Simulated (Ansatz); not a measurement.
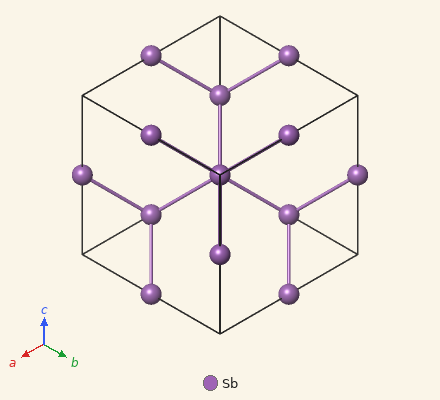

The structure, seen along [111]; the drawing may span several cells.

Structure (in its standard cell), the end point of a relaxation with Ansatz, DFT, RPBE, plane waves (420 eV) with PAW, scalar-relativistic; the starting structure was generated, so it need not be a known form of this composition:

```cif
data_structure
_symmetry_space_group_name_H-M 'Fd-3m:1'
_symmetry_Int_Tables_number 227
_cell_length_a 7.0783
_cell_length_b 7.0783
_cell_length_c 7.0783
_cell_angle_alpha 90.000
_cell_angle_beta 90.000
_cell_angle_gamma 90.000
_cell_volume 354.65
loop_
_atom_site_label
_atom_site_type_symbol
_atom_site_symmetry_multiplicity
_atom_site_Wyckoff_symbol
_atom_site_fract_x
_atom_site_fract_y
_atom_site_fract_z
_atom_site_occupancy
Sb1 Sb 8 b 0.25000 0.25000 0.75000 1
```

Predict the [111] zone-axis pattern (100 kV, kinematic, B = 1 Å²).

Answer. The spots form a hexagonal net with both shortest vectors at d = 2.50 Å, 60.0° apart. They are -2 2 0 and -2 0 2. The pattern has symmetry 6mm. The lattice centring (F) removes all reflections that break h + k = 2n, h + l = 2n.

Strongest reflections with d > 0.80 Å, one of each family (|F|² from tabulated Gaussian fits of the electron scattering factors, times a small damping for the curvature of the Ewald sphere):

```tsv
hkl	d (Å)	I (strongest = 100)
2 0 -2	2.503	100
4 -2 -2	1.445	30
4 0 -4	1.251	20
6 -2 -4	0.946	8
6 0 -6	0.834	5
```

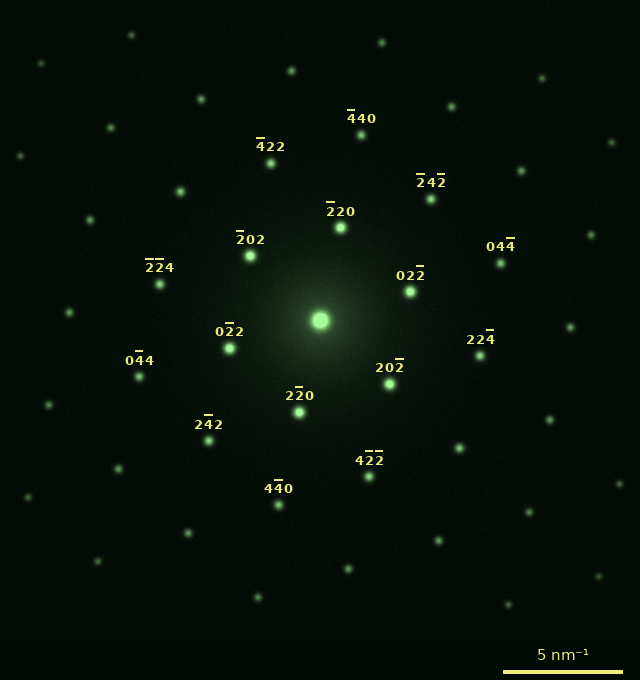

Calculated pattern, seen from the source side with [111] pointing towards the source.
